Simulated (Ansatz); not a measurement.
Li4NbO4

The calculation's input:

```
crystal:
  lattice:
    - [-3.8164090803, 3.8164090803, 1.630946958]
    - [3.8164090803, -3.8164090803, 1.630946958]
    - [3.8164090803, 3.8164090803, -1.630946958]
  atoms:
    - { symbol: Li, position: [0.3353647212, 0.1575699273, 0.4929346486] }
    - { symbol: Li, position: [0.8424300727, 0.3353647212, 0.1777947939] }
    - { symbol: Li, position: [0.1575699273, 0.6646352788, 0.8222052061] }
    - { symbol: Li, position: [0.6646352788, 0.8424300727, 0.5070653514] }
    - { symbol: Nb, position: [0.0, 0.0, 0.0] }
    - { symbol: O, position: [0.7590949233, 0.0789273105, 0.8380222339] }
    - { symbol: O, position: [0.9210726895, 0.7590949233, 0.6801676128] }
    - { symbol: O, position: [0.0789273105, 0.2409050767, 0.3198323872] }
    - { symbol: O, position: [0.2409050767, 0.9210726895, 0.1619777661] }
basis:
  ecutwfc: 420
kpoints:
  mp_grid: { grid: [10, 10, 10] }
hamiltonian:
  xc: pbesol
  pseudopotentials: { kind: paw, azcp: { folder: soft_1 } }
scf:
  occupations: { method: gaussian, width: 0.02 }
output:
  forces: true
  stress: true
  eigenvalues: true
  write_density: true
  write_potential: true
  elf: true
  volumetric_format: npy
relax:
  adjacent_minimum: "off"
  f_tol: 0.005
  max_steps: 80
  cell: { stress_tol: 0.05 }
```

Command:

```sh
ansatz run input.yaml --threads 4 --pin off --max-ram 8192MiB --backend cpu --events-out ev --progress --plain --runs-dir out
```

Below, planes, directions and counts refer to the conventional cell (a = 7.62 Å, b = 7.62 Å, c = 3.26 Å, α = 90.00°, β = 90.00°, γ = 90.00°).

The fields are those of the run's last geometry, not of the input's.

Space group I4/m; a structure from a database of computed crystals, not necessarily the ambient phase; computed without spin polarisation; PAW files of the earlier set (soft_1).

Method: DFT PBEsol, scalar-relativistic, plane waves, PAW in Ansatz 0.2.0.

In a PAW calculation such maps are meaningful between the atoms, not at the nuclei.

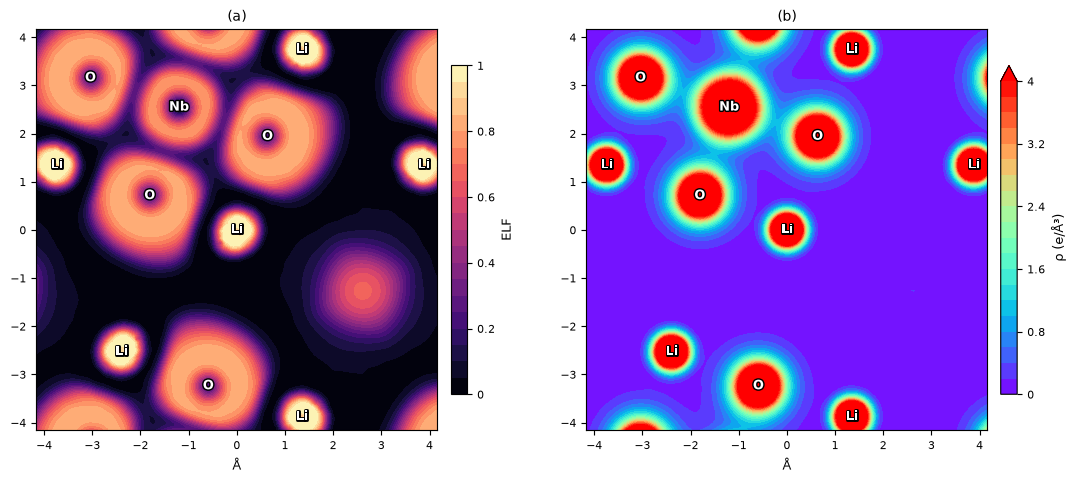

Figure 1. (a) ELF; (b) valence pseudo-density on the (001) plane of the conventional cell.

Question: What do the fields say about this system?

Answer:
- The section cuts through Li, Nb and O sites.
- Li–O (1.94 Å): ρ is about 0.39 e/Å³ halfway; the ELF peaks at about 0.85 in the valence shell of O, 0.6 Å from its nucleus, and falls to about 0.05 next to Li (a closed-shell, largely ionic contact).
- Nb–O (1.94 Å): ρ is about 1 e/Å³ halfway; the ELF peaks at about 0.80 in the valence shell of O, 0.6 Å from its nucleus, and drops to about 0.25 between the two atoms (no localised pair shows between them).
- Li–O (2.04 Å): the density is about 0.31 e/Å³ at the midpoint; the ELF peaks at about 0.85 in the valence shell of O, 0.6 Å from its nucleus, and falls to about 0 next to Li: a largely ionic contact.
- Between the atoms the lowest density in this plane is 0.02 e/Å³.
- The features right at Li and Nb lie inside the PAW spheres, where the map follows smoothed inner orbitals and isn't to be read closely.

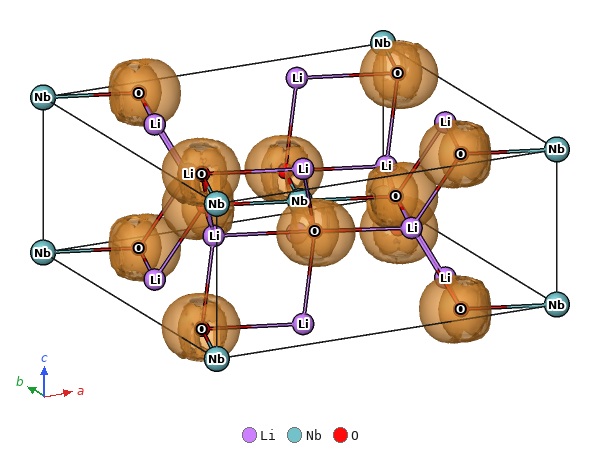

Figure 2. Isosurface of the electron localisation function at 0.8 (orange), seen at an oblique angle. Only the valence region is drawn (cores and ρ < 0.01 e/Å³ removed). Sticks mark near contacts.

Question: Identify the bonds, lone pairs and shells in this picture.

Answer: The ELF exceeds this value in eight regions wrapped around O (the valence shell of each), counted in one cell of 18 atoms. Any copies at cell faces, edges or corners count once.


Li–O (1.92 Å): the ELF peaks at about 0.80 in the valence shell of O, 0.6 Å from its nucleus, and falls to about 0.05 next to Li; an ionic contact with no shared pair.

Question: Does the calculation make it a metal, or give it a gap?

Answer: It is gapped, with a Kohn–Sham gap of 1.3 eV on the k-point mesh, an upper bound to the gap of this method.
